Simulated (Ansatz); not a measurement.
Run report: La$_{2}$O$_{3}$, geometry relaxation (part 1 of 3)

System: La$_{2}$O$_{3}$ (P1, 30 atoms in the cell).
Method: DFT PBE, scalar-relativistic, plane waves, PAW, no spin polarisation (Ansatz 0.2.0).

The structure derives from an entry of the Crystallography Open Database. It belongs to a series of runs on one base structure; here: the perfect supercell shaken and relaxed. Figures and captions count atoms from 1; the log counts them from 0 in places.

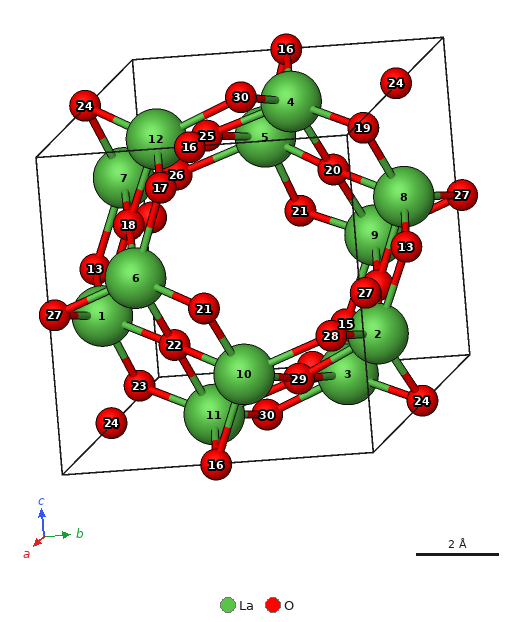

**Figure 1.** The structure as given in the input (ball-and-stick view of the cell of the calculation, seen slightly off an axis; atoms are numbered from 1 in the order of the input).

Summary

| quantity | value |
| --- | --- |
| outcome | converged |
| space group (tolerance 0.01 Å) | P1 (1) |
| electrons treated | 240 |
| free energy | −85266.1312 eV |
| Fermi energy | 6.608 eV |
| gap on the k-point mesh | 2.39 eV |
| final volume | 693.32 Å³ |
| largest force (length of the vector) at the end | 0.031 eV/Å |
| final cell | a = 9.155 Å, b = 9.155 Å, c = 9.155 Å, α = 74.13°, β = 74.13°, γ = 74.13° |
| hardware | 8 threads of Arm Neoverse V1, 24 GiB of memory available, shared host |
| wall time | 56 s (CPU time 7.3 min) |
| peak memory | 2.3 GiB |

Input file
```yaml
crystal:
  lattice:
    - [-6.3714838384, 4.7e-09, -6.5735157773]
    - [3.1857419233, 5.5178668615, -6.5735157773]
    - [3.1857419152, -5.5178668662, -6.5735157773]
  atoms:
    - { symbol: La, position: [0.7492998429, 0.0863475237, 0.4174143193] }
    - { symbol: La, position: [0.5860457928, 0.90816078, 0.2534065041] }
    - { symbol: La, position: [0.4215443985, 0.7465053358, 0.0856971789] }
    - { symbol: La, position: [0.2535355218, 0.5806817263, 0.9055365658] }
    - { symbol: La, position: [0.0776154836, 0.4304796929, 0.7506833971] }
    - { symbol: La, position: [0.9148203968, 0.2576746728, 0.5755791625] }
    - { symbol: La, position: [0.4161713316, 0.0794724759, 0.7502818629] }
    - { symbol: La, position: [0.2461108549, 0.9137804443, 0.5797302858] }
    - { symbol: La, position: [0.0748321704, 0.7539287824, 0.4169339398] }
    - { symbol: La, position: [0.9226366324, 0.5818638395, 0.2516396439] }
    - { symbol: La, position: [0.7509693047, 0.4185893046, 0.0840101922] }
    - { symbol: La, position: [0.5888201782, 0.2526139828, 0.9133807864] }
    - { symbol: O, position: [0.5020278236, 0.9938251803, 0.495148352] }
    - { symbol: O, position: [0.3358241678, 0.8374032928, 0.334122112] }
    - { symbol: O, position: [0.1651617008, 0.6676214867, 0.1705485943] }
    - { symbol: O, position: [0.0027643508, 0.4954933774, -0.001426466] }
    - { symbol: O, position: [0.8328500666, 0.3345916452, 0.8297526129] }
    - { symbol: O, position: [0.6669348519, 0.167432688, 0.6737300778] }
    - { symbol: O, position: [0.3356201817, 0.8323163999, 0.8301444179] }
    - { symbol: O, position: [0.1656996564, 0.6684283193, 0.6579087252] }
    - { symbol: O, position: [1.0085894579, 0.4998285074, 0.4916083593] }
    - { symbol: O, position: [0.8304059687, 0.3365723882, 0.3332797641] }
    - { symbol: O, position: [0.6766741711, 0.1624981662, 0.1701260399] }
    - { symbol: O, position: [0.49733471, 0.0028285329, 0.0082058039] }
    - { symbol: O, position: [0.3331127743, 0.3295826246, 0.8404093262] }
    - { symbol: O, position: [0.1626577651, 0.1656459584, 0.6769334035] }
    - { symbol: O, position: [-0.0056064038, 0.0160624527, 0.5001304818] }
    - { symbol: O, position: [0.8314287158, 0.840479771, 0.3269728235] }
    - { symbol: O, position: [0.669906455, 0.6715682583, 0.154079664] }
    - { symbol: O, position: [0.4981494648, 0.5032862393, 0.9998567279] }
basis:
  ecutwfc: 420
  xc_grid: 2
kpoints:
  mp_grid: { grid: [2, 2, 2], shift: [0.5, 0.5, 0.5] }
hamiltonian:
  xc: pbe
scf:
  occupations: { method: gaussian, width: 0.02 }
output:
  forces: true
  stress: false
  eigenvalues: true
relax:
  adjacent_minimum: "off"
  f_tol: 0.03
  max_steps: 25
```

Launched with:
```bash
ansatz run input.yaml --threads 8 --pin off --max-ram 14336MiB --backend cpu --events-out ev --progress --plain --runs-dir out
```

Log
```
Engine: ansatz 0.2.0, aarch64-unknown-linux-gnu
Pseudopotentials: kind: paw
Pseudopotential: La, paw, valence charge 11, recommended cutoff 420 eV (normal), La.paw.azcp
Pseudopotential: O, paw, valence charge 6, recommended cutoff 420 eV (normal), O.paw.azcp
Functional definition: PBE
  parameter kappa = 0.804
  parameter beta = 0.06672455060314922
  exchange = pbe_x(kappa = kappa, mu = beta*pi^2/3)
  correlation = pbe_c(beta = beta)
Crystal: 30 atoms, lattice volume = 693.315 Å³
Basis set: ecut = 420 eV, 13539 PW (Γ), exchange–correlation on 128×128×128 points (8 copies of the dense FFT grid, shifted against one another)
Bands: 150, of which v1, the nominal top of the filled ones, is band 120 counted from 1 (119 counted from 0)
Symmetry: 1 space group operations
Space group: P1 (ITA 1), of the structure as read, at distance tolerance 8.9e-5 Å
k-points: 4 of 8 (time reversal used)
Non-local potential: La, projectors of the file, l = 0: 3, l = 1: 2, l = 2: 2, l = 3: 3
Non-local potential: O, projectors of the file, l = 0: 2, l = 1: 2, l = 2: 1
PAW form: soft (Blöchl's): semilocal exchange-correlation on the pseudo side does not see the compensation charge
PAW one-centre angular grid: La, 590 points (default); XC on 64 Gauss nodes
PAW one-centre angular grid: O, 110 points (default); XC on 64 Gauss nodes
Initial density: superposition of atomic densities (neutral atoms: chi_scale 0, normalization atom), corrected by the library's trained network
Initial wavefunctions: pseudopotential atomic-orbital guess
Functional: x = pbe(κ = 0.804, μ = 0.2195149727645171), c = pbe(β = 0.06672455060314922)
SCF iter   1: F=—  HF=-85265.441546 eV  |F-HF|=—  |Δ(HF+E_count)|=         —  Δρ=3.50e-3  dr2=9.67e-2  ethr=1.77e-3  ⟨swp⟩=8.0  Hψ=2737  notcnv=0  defer=56
preconditioner: auto → Resta (q_TF=auto, 2.286 Å⁻¹)  ε∞=3.9  [insulator: Δε(μ)=2.301 eV  Ē_g=12.152 eV  σ=0.020 eV  W_gap=1.00  n_scr=142 (ndim 8)  ℏωp=20.7 eV  f_vac=0.258  D(μ)=0.00/eV (n_scr^D=0)  ε∞_Penn≈3.9]
SCF iter   2: F=—  HF=-85265.465940 eV  |F-HF|=—  |Δ(HF+E_count)|=   2.44e-2  Δρ=2.26e-3  dr2=3.44e-2  ethr=4.03e-5  ⟨swp⟩=5.2  Hψ=1277  notcnv=0  defer=96
SCF iter   3: F=—  HF=-85265.482256 eV  |F-HF|=—  |Δ(HF+E_count)|=   1.63e-2  Δρ=1.15e-3  dr2=1.32e-2  ethr=1.43e-5  ⟨swp⟩=3.0  Hψ=748  notcnv=0  defer=96
SCF iter   4: F=—  HF=-85265.504862 eV  |F-HF|=—  |Δ(HF+E_count)|=   2.26e-2  Δρ=2.79e-4  dr2=9.79e-4  ethr=5.51e-6  ⟨swp⟩=5.0  Hψ=1115  notcnv=0  defer=96
SCF iter   5: F=—  HF=-85265.508444 eV  |F-HF|=—  |Δ(HF+E_count)|=   3.58e-3  Δρ=3.16e-4  dr2=6.89e-4  ethr=4.08e-7  ⟨swp⟩=2.8  Hψ=985  notcnv=0  defer=96
SCF iter   6: F=—  HF=-85265.508439 eV  |F-HF|=—  |Δ(HF+E_count)|=   4.81e-6  Δρ=8.67e-5  dr2=6.76e-5  ethr=2.87e-7  ⟨swp⟩=2.0  Hψ=947  notcnv=0  defer=96
SCF iter   7: F=-85265.508466 eV  HF=-85265.508468 eV  |F-HF|=2.76e-6  |Δ(HF+E_count)|=   2.94e-5  Δρ=2.61e-5  dr2=8.15e-6  ethr=9.37e-9  ⟨swp⟩=29.0  Hψ=4071  notcnv=0
SCF 1 converged in 7 iterations: F = -85265.508466 eV  dr2 = 8.15e-6
  greatest PAW one-centre occupation: 0.972 electrons in one spin orbital (limit 2), on the La atom at site 5 (counted from 0), in its partial waves of l = 0
relax step   1: F+E_penalty+E_count = -85265.50846557 eV  Δ(F+E_penalty+E_count) = +0.000e0 eV  max|allowed force component| = 1.363e0 eV/Å  Δτ_max = 0.0000 Å  (7 SCF iters, dr2 threshold 2.25e-5 eV, accepted)
Initial density: handed on by an earlier stage of this run
Initial wavefunctions: those handed on with the density
iter 1 solved again at ethr=6.02e-4 eV; its pass at ethr=3.10e-3 eV (dr2=1.44e0 eV) is discarded
SCF iter   1: F=—  HF=-85265.887235 eV  |F-HF|=—  |Δ(HF+E_count)|=         —  Δρ=1.28e-2  dr2=1.42e0  ethr=6.02e-4  ⟨swp⟩=1.2  Hψ=2882  notcnv=0  defer=76
preconditioner: auto → Resta (q_TF=auto, 2.286 Å⁻¹)  ε∞=3.9  [insulator: Δε(μ)=2.031 eV  Ē_g=12.132 eV  σ=0.020 eV  W_gap=1.00  n_scr=142 (ndim 8)  ℏωp=20.7 eV  f_vac=0.253  D(μ)=0.00/eV (n_scr^D=0)  ε∞_Penn≈3.9  vacuum switching on, ρ_ref=1.1e-2 e/Å³]
SCF iter   2: F=—  HF=-85265.626397 eV  |F-HF|=—  |Δ(HF+E_count)|=   2.61e-1  Δρ=6.65e-3  dr2=2.65e-1  ethr=5.91e-4  ⟨swp⟩=3.5  Hψ=862  notcnv=0  defer=78
SCF iter   3: F=—  HF=-85265.582251 eV  |F-HF|=—  |Δ(HF+E_count)|=   4.41e-2  Δρ=3.30e-3  dr2=7.61e-2  ethr=1.10e-4  ⟨swp⟩=4.5  Hψ=1176  notcnv=0  defer=96
SCF iter   4: F=—  HF=-85265.572378 eV  |F-HF|=—  |Δ(HF+E_count)|=   9.87e-3  Δρ=8.01e-4  dr2=4.96e-3  ethr=3.17e-5  ⟨swp⟩=3.8  Hψ=967  notcnv=0  defer=96
SCF iter   5: F=—  HF=-85265.573767 eV  |F-HF|=—  |Δ(HF+E_count)|=   1.39e-3  Δρ=6.74e-4  dr2=3.09e-3  ethr=2.07e-6  ⟨swp⟩=2.8  Hψ=1019  notcnv=0  defer=96
SCF iter   6: F=—  HF=-85265.573460 eV  |F-HF|=—  |Δ(HF+E_count)|=   3.07e-4  Δρ=1.26e-4  dr2=1.24e-4  ethr=1.29e-6  ⟨swp⟩=2.0  Hψ=978  notcnv=0  defer=96
SCF iter   7: F=-85265.573511 eV  HF=-85265.573528 eV  |F-HF|=1.76e-5  |Δ(HF+E_count)|=   6.84e-5  Δρ=6.60e-5  dr2=2.97e-5  ethr=4.17e-8  ⟨swp⟩=26.0  Hψ=5393  notcnv=0
SCF 2 converged in 7 iterations: F = -85265.573511 eV  dr2 = 2.97e-5
  greatest PAW one-centre occupation: 0.972 electrons in one spin orbital (limit 2), on the La atom at site 10 (counted from 0), in its partial waves of l = 0
relax step   2: F+E_penalty+E_count = -85265.57351063 eV  Δ(F+E_penalty+E_count) = -6.505e-2 eV  max|allowed force component| = 1.622e0 eV/Å  Δτ_max = 0.1948 Å  (7 SCF iters, dr2 threshold 1.00e-4 eV, accepted)
SCF iter   1: F=—  HF=-85266.227394 eV  |F-HF|=—  |Δ(HF+E_count)|=         —  Δρ=7.62e-3  dr2=4.51e-1  ethr=2.33e-3  ⟨swp⟩=7.5  Hψ=1481  notcnv=0  defer=92
preconditioner: auto → Resta (q_TF=auto, 2.286 Å⁻¹)  ε∞=3.9  [insulator: Δε(μ)=2.362 eV  Ē_g=12.193 eV  σ=0.020 eV  W_gap=1.00  n_scr=142 (ndim 8)  ℏωp=20.7 eV  f_vac=0.253  D(μ)=0.00/eV (n_scr^D=0)  ε∞_Penn≈3.9]
SCF iter   2: F=—  HF=-85266.147579 eV  |F-HF|=—  |Δ(HF+E_count)|=   7.98e-2  Δρ=3.93e-3  dr2=8.77e-2  ethr=1.88e-4  ⟨swp⟩=3.8  Hψ=1068  notcnv=0  defer=92
SCF iter   3: F=—  HF=-85266.134495 eV  |F-HF|=—  |Δ(HF+E_count)|=   1.31e-2  Δρ=1.97e-3  dr2=2.71e-2  ethr=3.66e-5  ⟨swp⟩=3.0  Hψ=1053  notcnv=0  defer=92
SCF iter   4: F=—  HF=-85266.131090 eV  |F-HF|=—  |Δ(HF+E_count)|=   3.41e-3  Δρ=4.20e-4  dr2=2.10e-3  ethr=1.13e-5  ⟨swp⟩=3.2  Hψ=814  notcnv=0  defer=92
SCF iter   5: F=—  HF=-85266.131234 eV  |F-HF|=—  |Δ(HF+E_count)|=   1.44e-4  Δρ=2.29e-4  dr2=4.48e-4  ethr=8.75e-7  ⟨swp⟩=2.0  Hψ=887  notcnv=0  defer=92
SCF iter   6: F=—  HF=-85266.131211 eV  |F-HF|=—  |Δ(HF+E_count)|=   2.35e-5  Δρ=1.53e-4  dr2=1.94e-4  ethr=1.87e-7  ⟨swp⟩=2.0  Hψ=939  notcnv=0  defer=92
SCF iter   7: F=-85266.131175 eV  HF=-85266.131191 eV  |F-HF|=1.62e-5  |Δ(HF+E_count)|=   1.95e-5  Δρ=5.39e-5  dr2=3.26e-5  ethr=4.17e-8  ⟨swp⟩=25.5  Hψ=4252  notcnv=0
SCF 3 converged in 7 iterations: F = -85266.131175 eV  dr2 = 3.26e-5
  greatest PAW one-centre occupation: 0.972 electrons in one spin orbital (limit 2), on the La atom at site 11 (counted from 0), in its partial waves of l = 0
relax step   3: F+E_penalty+E_count = -85266.13117506 eV  Δ(F+E_penalty+E_count) = -5.577e-1 eV  max|allowed force component| = 2.783e-2 eV/Å  Δτ_max = 0.0886 Å  (7 SCF iters, dr2 threshold 1.00e-4 eV, accepted)
iter 1 solved again at ethr=1.36e-8 eV; its pass at ethr=3.10e-3 eV (dr2=3.26e-5 eV) is discarded
SCF iter   1: F=—  HF=-85266.131194 eV  |F-HF|=—  |Δ(HF+E_count)|=         —  Δρ=5.39e-5  dr2=3.26e-5  ethr=1.36e-8  ⟨swp⟩=1.0  Hψ=1416  notcnv=0
preconditioner: auto → Resta (q_TF=auto, 2.286 Å⁻¹)  ε∞=3.9  [insulator: Δε(μ)=2.387 eV  Ē_g=12.176 eV  σ=0.020 eV  W_gap=1.00  n_scr=142 (ndim 8)  ℏωp=20.7 eV  f_vac=0.253  D(μ)=0.00/eV (n_scr^D=0)  ε∞_Penn≈3.9]
SCF iter   2: F=—  HF=-85266.131189 eV  |F-HF|=—  |Δ(HF+E_count)|=   4.92e-6  Δρ=3.00e-5  dr2=1.33e-5  ethr=1.36e-8  ⟨swp⟩=2.0  Hψ=724  notcnv=0
SCF iter   3: F=—  HF=-85266.131189 eV  |F-HF|=—  |Δ(HF+E_count)|=   3.65e-7  Δρ=1.77e-5  dr2=6.66e-6  ethr=5.55e-9  ⟨swp⟩=2.0  Hψ=724  notcnv=0
SCF iter   4: F=—  HF=-85266.131189 eV  |F-HF|=—  |Δ(HF+E_count)|=   1.71e-7  Δρ=4.68e-6  dr2=2.65e-7  ethr=2.77e-9  ⟨swp⟩=2.0  Hψ=718  notcnv=0
SCF iter   5: F=-85266.131188 eV  HF=-85266.131189 eV  |F-HF|=3.25e-8  |Δ(HF+E_count)|=   2.65e-8  Δρ=2.72e-6  dr2=4.80e-8  ethr=4.17e-11  ⟨swp⟩=11.5  Hψ=2774  notcnv=0
SCF 4 converged in 5 iterations: F = -85266.131188 eV  dr2 = 4.80e-8
relax step   4: F+E_penalty+E_count = -85266.13118849 eV  Δ(F+E_penalty+E_count) = -1.343e-5 eV  max|allowed force component| = 2.720e-2 eV/Å  Δτ_max = 0.0000 Å  (5 SCF iters, accepted)
```

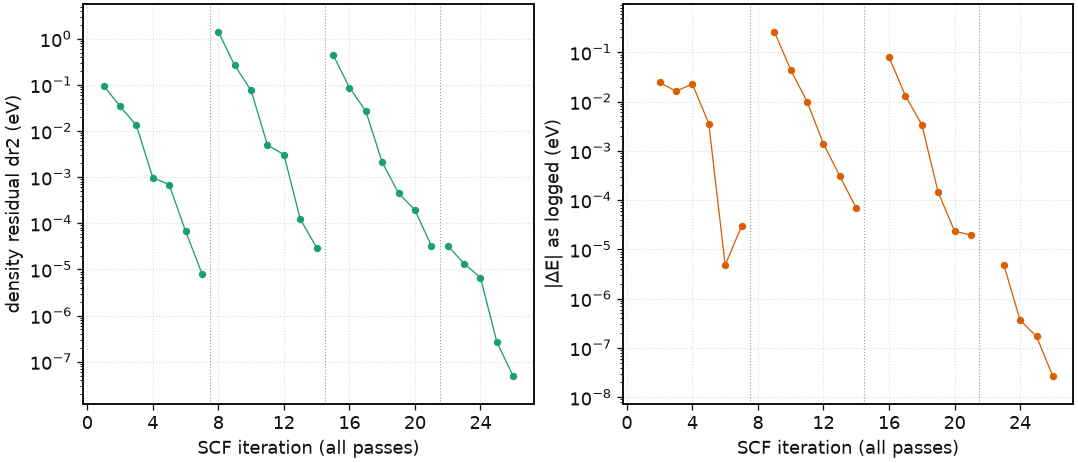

**Figure 2.** Convergence of the self-consistent field: density residual dr2 and size of the energy change against the SCF iteration. The dotted lines part the SCF passes of the relaxation: geometry steps, rejected trials and re-solves on a re-selected basis. The passes take 7, 7, 7 and 5 iterations.

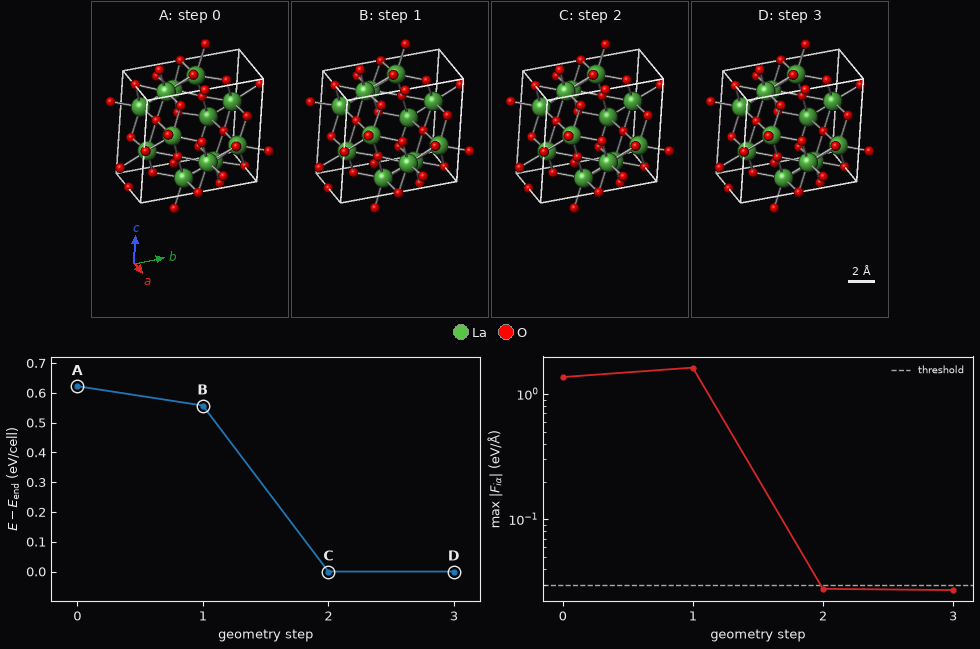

**Figure 3.** Frames of the relaxation (ball-and-stick view of the cell of the calculation, with bonded neighbours outside it, seen slightly off an axis) above the curves, on which the letters mark them (the first geometry is step 0 here and step 1 in the log).

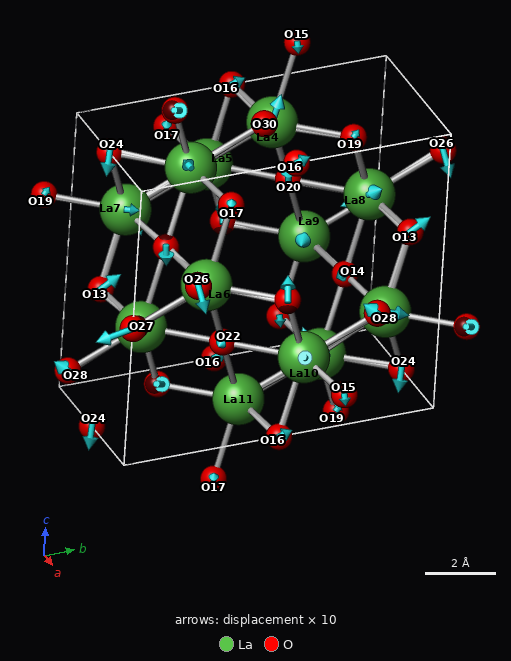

**Figure 4.** Start (faint) and end (solid) with the displacements as teal arrows, magnified 10 times (ball-and-stick view of the cell of the calculation, with bonded neighbours outside it, seen slightly off an axis). The atom that moves furthest is O27 (0.13 Å). Largest moves by element: O 0.13 Å, La 0.11 Å. The cell doesn't change. Among the contacts that change: La4–O15 2.609 → 2.472 Å, La6–O27 2.362 → 2.465 Å, La9–O27 2.571 → 2.468 Å, La5–O16 2.375 → 2.466 Å. Among the angles that change: O16–La5–O21 143.1° → 136.4°, La1–O27–La8 173.3° → 179.8°, La6–O21–La9 174.2° → 179.9°. The space group stays P1 (No. 1). Over 3 geometry steps the energy falls by 0.623 eV per cell of the calculation. The largest force component goes from 1.4 to 0.027 eV/Å. (Atoms are counted from 1 in the order of the input.)

```
SCF converged after 5 iterations
Free energy (F): -85266.131188 eV
Harris-Foulkes:  -85266.131189 eV  (|F-HF|=3.25e-8)
Internal energy: -85266.131188 eV  (E = F + TS)
E sigma→0 (E₀):  -85266.131188 eV
Fermi energy:    6.608250 eV
--- Per-component energies (eV) ---
  E_band       = -1099.713712
  E_kinetic    = 5462.508868
  E_local      = -16889.830762  (includes V_loc(G=0)·N_el)
  E_nonlocal   = 2018.840746
  E_hartree    = 6601.580384
  E_xc         = -3015.376104
  E_vxc        = -3483.788440  (∫ρ·V_xc dr)
  E_paw        = -67845.859052  (= ΣΔE_a)
  E_vpaw       = -1410.646053  (= ΣTr[D̂ρ^β])
  E_aug_tail   = 0.043204  (compensation charges beyond the density's cutoff)
  E_ewald      = -11598.038472
  E_smearing   = -0.000000  (= −TS)
  E_closure    = -0.000000  (closes the sum)
  Σ components = -85266.131188   (vs F -85266.131188, Δ=0.00e0)
--- Forces (eV/Å), atoms counted from 1 ---
  atom   1  La    -0.00518225    -0.00010493    -0.00430046
  atom   2  La     0.01021700     0.00794604    -0.00831664
  atom   3  La     0.00468926     0.00137099     0.01069634
  atom   4  La     0.02237679     0.00624458    -0.01332309
  atom   5  La    -0.01168235    -0.00721160     0.00475745
  atom   6  La    -0.00496795    -0.01297189    -0.02250415
  atom   7  La    -0.00092124    -0.01100644    -0.01117786
  atom   8  La     0.01050428     0.00932002    -0.02720341
  atom   9  La    -0.00606083     0.00838805     0.00472431
  atom  10  La     0.01226358    -0.00770597    -0.00719067
  atom  11  La    -0.00177539     0.00174849    -0.00079622
  atom  12  La     0.00626389    -0.00488586    -0.01459005
  atom  13  O     -0.00968919     0.00231901     0.00756902
  atom  14  O      0.00482630    -0.00780146     0.00665592
  atom  15  O     -0.01283720     0.00224275     0.00154916
  atom  16  O     -0.00796357     0.00844123    -0.00139925
  atom  17  O     -0.00311135     0.00447322    -0.00212820
  atom  18  O     -0.00081062     0.00280196     0.00453111
  atom  19  O      0.00076002    -0.00332262     0.00624860
  atom  20  O      0.00230474    -0.00477244     0.00295911
  atom  21  O     -0.00124423     0.00384889     0.00065537
  atom  22  O      0.00203234     0.00777891     0.00079206
  atom  23  O      0.00144499     0.00148452     0.01304741
  atom  24  O     -0.00173044    -0.00744035     0.00958873
  atom  25  O     -0.00263807     0.00067306     0.00736923
  atom  26  O      0.00923545     0.00649290     0.02308555
  atom  27  O      0.01117455     0.00460492     0.01528299
  atom  28  O     -0.01084730    -0.00455534    -0.00078463
  atom  29  O     -0.01063637    -0.00689271    -0.00045400
  atom  30  O     -0.00595542    -0.00149053    -0.00534644
  max |Σ_I F_I| component: 3.94e-5 eV/Å
--- Band table (eV) ---
```
